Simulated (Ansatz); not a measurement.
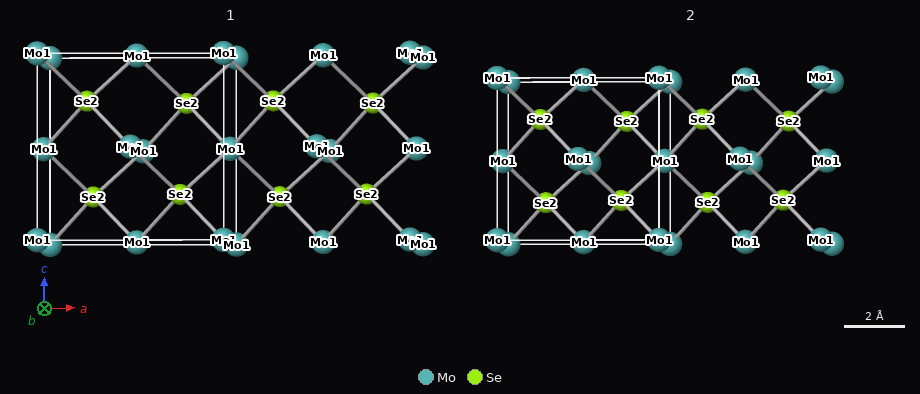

Two geometries of solid MoSe (built on the zinc blende type) (coarse preliminary run), drawn at one scale. One is the start of a relaxation, the other its converged end. A ball-and-stick model of the conventional cell (4 times the calculation's cell), repeated 2 × 1 × 1 with one cell outlined, seen from a free direction. Lengths and directions refer to the drawn axes.

Theory: DFT PBE+U, scalar-relativistic, plane waves, PAW in Ansatz 0.2.0. Settings: plane-wave cutoff 420 eV; k-point mesh 6 × 6 × 6; occupations gaussian; smearing width 0.1 eV; U Mo 4.38 eV; collinear spin; cell and atoms relaxed; force threshold 0.05 eV/Å; at most 80 steps.

> Which of the two is the end point?

Structure 1 is the relaxed one. After 5 accepted moves (7 points after the start) the energy has fallen by 1053 meV per atom. All forces vanish by symmetry, so only the cell relaxes. The pressure goes from 38.64 to 0.11 GPa. The SCF was repeated twice at an unchanged geometry on a basis and grid sized afresh for the cell, which shifted the energy by 12.6 meV per atom at most. The atoms keep their places relative to the cell (all moves are under 0.005 Å). The drawn cell changes as follows: a = b = c 5.418 → 6.240 Å (+15.2 %); the volume changes by +52.8 %. Among the contacts that change: Mo1–Se2 2.346 → 2.702 Å. The space group stays F-43m (No. 216). Cost: 41 s on 1 thread of Intel(R) Xeon(R) Platinum 8375C CPU @ 2.90GHz (Ice Lake), on a shared host, peak memory 0.45 GiB.
